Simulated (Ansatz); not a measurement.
System: Ta$_{9}$N$_{8}$ (slab).

```xyz
17
Lattice="2.8895 0.0000 0.0000 -1.4447 6.3727 0.0000 0.0000 0.0000 24.2054" Properties=species:S:1:pos:R:3 pbc="T T T"
Ta    1.4447    0.9826    7.5001
N     1.4447    2.9852    8.4588
Ta    0.0000    4.6602    8.6508
N     1.4447    6.3352    8.8425
Ta    0.0000    1.9652    9.8013
N     0.0000    3.9678   10.7603
Ta    1.4447    5.6428   10.9520
N     1.4447    0.9452   11.1437
Ta    1.4447    2.9478   12.1027
N     1.4447    4.9504   13.0617
Ta    1.4447    0.2527   13.2534
N     0.0000    1.9278   13.4452
Ta    0.0000    3.9304   14.4042
N     0.0000    5.9330   15.3630
Ta    0.0000    1.2353   15.5547
N     1.4447    2.9104   15.7466
Ta    1.4447    4.9130   16.7054
```

Not relaxed (largest force 1.8 eV/Å); computed without spin polarisation.

The calculation used DFT PBEsol, scalar-relativistic, plane waves, PAW (Ansatz).

**Predict the valence pseudo-density and electron localisation function between the atoms.**

Ta–Ta (2.89 Å): ρ at the midpoint is about 0.3 e/Å³; the ELF is about 0.25 at the midpoint; no localised pair shows between them.

**Does the calculation make it a metal, or give it a gap?**

It is gapless in this calculation (a metal or semimetal).

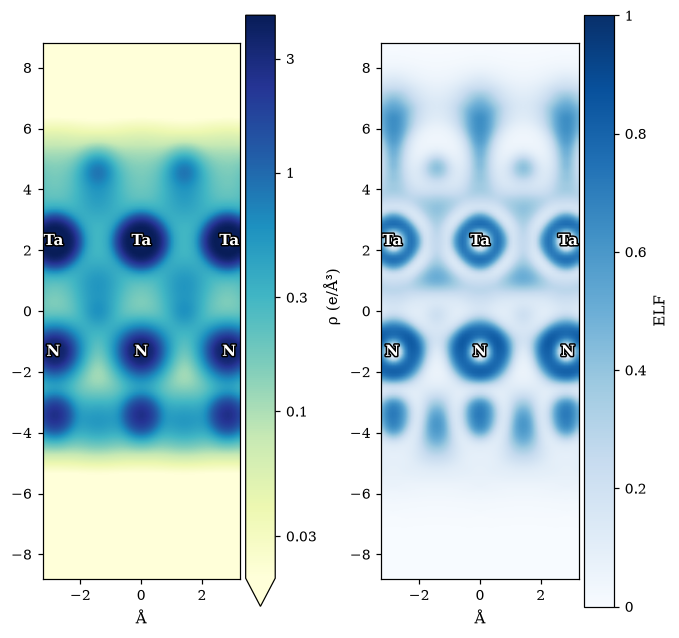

Computed valence pseudo-density and electron localisation function on the (010) plane of the calculation cell, a cut from vacuum to vacuum, in this order. Atoms just off the plane (Ta, 0.7 Å away) can leave unmarked features too.
